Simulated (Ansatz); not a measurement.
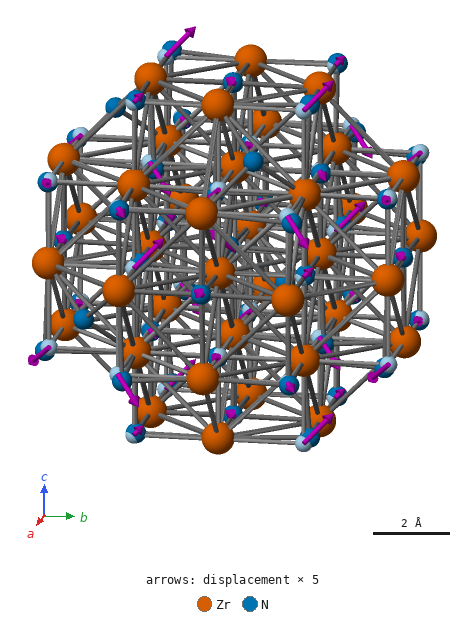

This is a relaxation of a defect cell of composition Zr$_{8}$N$_{9}$ (coarse preliminary run). The starting structure is drawn faded, the final one solid; purple arrows show the displacements, 5 times their true length.

A ball-and-stick model of the atoms within 5.8 Å of the atom that moves most (axes of the conventional cell (4 times the calculation's cell) (origin shifted)), seen slightly off an axis. Lengths and directions refer to the drawn axes.

Case: N interstitial, charge +0, atoms relaxed at the host's cell.

Theory: Ansatz, DFT PBE, scalar-relativistic, plane waves, PAW. (plane-wave cutoff 420 eV; k-point mesh 1 × 1 × 1; occupations gaussian; smearing width 0.1 eV; no spin polarisation; atoms relaxed in a fixed cell; force threshold 0.025 eV/Å; at most 45 steps)

> What happened in the run?

The largest moves, 0.24 Å, are those of N atoms. Largest moves by element: N 0.24 Å, Zr 0.05 Å. The cell stays as it was. Among the contacts that change: N–Zr 2.297 → 2.466 Å, N–Zr 2.297 → 2.170 Å, Zr–Zr 3.249 → 3.323 Å, Zr–Zr 3.249 → 3.174 Å. Among the angles between lasting bonds that change: Zr–N–Zr 180.0° → 171.2°, Zr–N–Zr 90.0° → 97.1°, Zr–N–Zr 90.0° → 84.7°. After 4 geometry steps the energy has fallen by 2.498 eV per cell of the calculation. Largest force component: 2.6 eV/Å at the start, 0.011 eV/Å at the end. Cost: 2.9 s on 4 threads of Arm Neoverse V1 (shared host), peak memory 0.36 GiB.

Limits of the set-up: the cell has an odd number of electrons but was run without spin polarisation; the k-point mesh is coarse for a cell with partly filled bands; the periodic images lie only 6.5 Å apart, so the values are limited by the cell's size.
